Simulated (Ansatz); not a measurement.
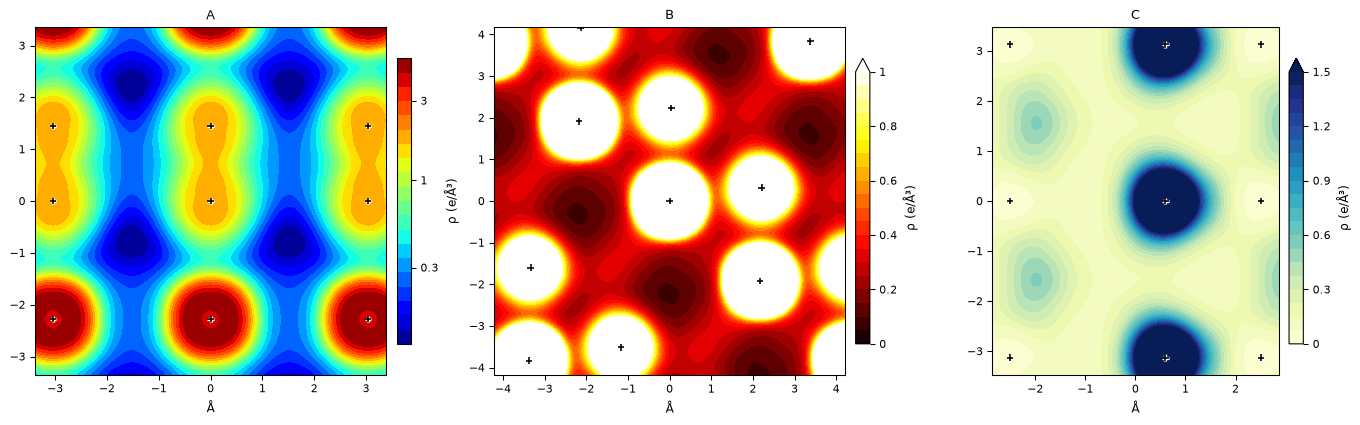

The valence charge density (pseudo) of 3 systems, each on a plane through atoms (crosses mark nuclei in the plane).

All numbers below come from DFT PBE, scalar-relativistic, plane waves, PAW (Ansatz).

System 1: AlN, the (101) plane of the calculation cell. Space group P6₃mc.

```cif
data_structure
_symmetry_space_group_name_H-M 'P 1'
_symmetry_Int_Tables_number 1
_cell_length_a 3.1302
_cell_length_b 5.0180
_cell_length_c 5.4217
_cell_angle_alpha 90.000
_cell_angle_beta 90.000
_cell_angle_gamma 90.000
_cell_volume 85.16
loop_
_atom_site_label
_atom_site_type_symbol
_atom_site_fract_x
_atom_site_fract_y
_atom_site_fract_z
_atom_site_occupancy
Al1 Al 0.50000 0.99827 0.16667 1
Al2 Al 0.00000 0.99827 0.66667 1
Al3 Al 0.00000 0.49827 0.33333 1
Al4 Al 0.50000 0.49827 0.83333 1
N1 N 0.50000 0.61673 0.16667 1
N2 N 0.00000 0.61673 0.66667 1
N3 N 0.00000 0.11673 0.33333 1
N4 N 0.50000 0.11673 0.83333 1
```

System 2: TaN, the (001) plane of the calculation cell. Space group P-6m2.

System 3: WC₂, the (010) plane of the conventional cell. Space group I4/mmm.

```yaml
crystal:
  lattice:
    - [3.04010, 0.00000, 0.00000]
    - [0.00000, 3.04010, 0.00000]
    - [0.00000, 0.00000, 6.00573]
  atoms:
    - { symbol: C, position: [0.00000, 0.00000, 0.37951] }
    - { symbol: C, position: [0.50000, 0.50000, 0.87951] }
    - { symbol: C, position: [0.00000, 0.00000, 0.62049] }
    - { symbol: C, position: [0.50000, 0.50000, 0.12049] }
    - { symbol: W, position: [0.00000, 0.00000, 0.00000] }
    - { symbol: W, position: [0.50000, 0.50000, 0.50000] }
```

Question: Match each panel to its system.

Answer: Panel A is system 3, WC₂: the plane holds C and W. C–C (1.45 Å): ρ at the midpoint is about 1.7 e/Å³. Panel B is system 2, TaN: the plane holds Ta and N. Ta–N (2.24 Å): the density is about 0.53 e/Å³ at the midpoint. Panel C is system 1, AlN: the plane holds Al and N. Al–N (1.91 Å): ρ is about 0.66 e/Å³ halfway.
